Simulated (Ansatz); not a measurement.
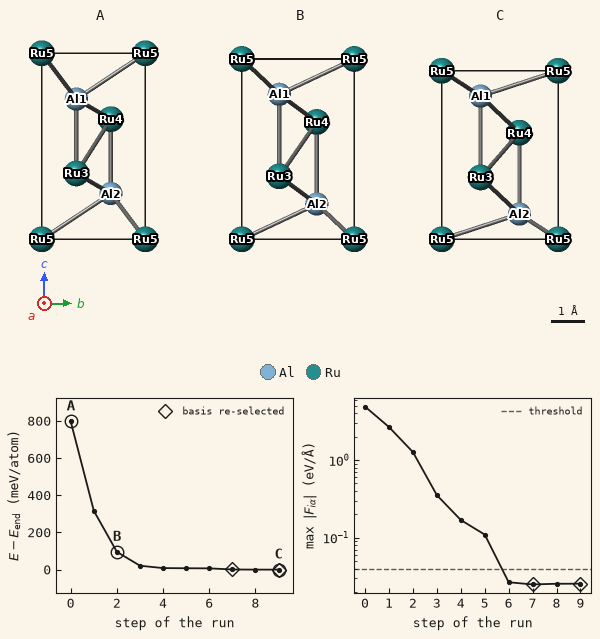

Frames of a relaxation of a crystal of Al₂Ru₃ (a generated structure, set up in P-3m1) (coarse preliminary run), marked on the history of the run. A ball-and-stick model of the cell of the calculation, seen along the a axis.

Computed with DFT PBE, scalar-relativistic, plane waves, PAW (Ansatz 0.2.0). (plane-wave cutoff 420 eV; k-point mesh 6 × 6 × 4; occupations gaussian; smearing width 0.1 eV; no spin polarisation; cell and atoms relaxed; force threshold 0.04 eV/Å; at most 70 steps)

What happens along the run?

Answer. The largest moves relative to the cell, 0.49 Å, are those of Al1 and Al2. Al1 goes along +c. Largest moves by element: Al 0.49 Å, Ru 0.07 Å. The volume changes by +14.3 %, with a = b 3.650 → 4.100 Å (+12.3 %), c 5.675 → 5.140 Å (−9.4 %). Among the contacts that change: Al1–Ru3 3.407 → 2.659 Å, Al1–Al2 3.500 → 2.825 Å, Al1–Ru4 2.194 → 2.617 Å, Al1–Ru3 (another image) 2.268 → 2.481 Å. New bonds form: Al1–Ru3 (3.41 → 2.66 Å), Al2–Ru4 (3.41 → 2.66 Å). Among the angles between lasting bonds that change: Al1–Ru5–Al1 92.4° → 110.9°, Al1–Ru5–Al2 87.6° → 69.1°. The space group stays P-3m1 (No. 164). Over 7 accepted moves (9 points after the start) the energy falls by 797 meV per atom. The largest force component goes from 4.9 to 0.025 eV/Å. The pressure goes from 51.53 to 0.29 GPa. The SCF was repeated twice at an unchanged geometry on a basis and grid sized afresh for the cell, which shifted the energy by 6.0 meV per atom at most. Cost: 33 s on 1 thread of Arm Neoverse V1 (shared host), peak memory 0.35 GiB. From step 0 to 2: Al atoms move most (0.28 Å), volume +14.3 %, energy −702 meV per atom. From step 2 to 9: Al atoms move most (0.24 Å), energy −95.4 meV per atom.

| step | E − E(0), meV/atom | largest force component, eV/Å | pressure, GPa | volume, Å³/atom | note |
| --- | --- | --- | --- | --- | --- |
| 0 | 0.00 | 4.8921 | 51.53 | 13.092 |  |
| 1 | -480.68 | 2.6687 | 14.42 | 14.668 |  |
| 2 | -701.95 | 1.2676 | 3.73 | 14.959 |  |
| 3 | -776.30 | 0.3530 | 2.36 | 14.841 |  |
| 4 | -789.08 | 0.1688 | -0.43 | 14.972 |  |
| 5 | -789.92 | 0.1095 | 0.41 | 14.901 |  |
| 6 | -790.51 | 0.0266 | 0.22 | 14.911 |  |
| 7 | -796.54 | 0.0249 | 0.98 | 14.911 | same geometry, new basis |
| 8 | -797.30 | 0.0254 | 0.30 | 14.963 |  |
| 9 | -797.32 | 0.0255 | 0.29 | 14.963 | same geometry, new basis |
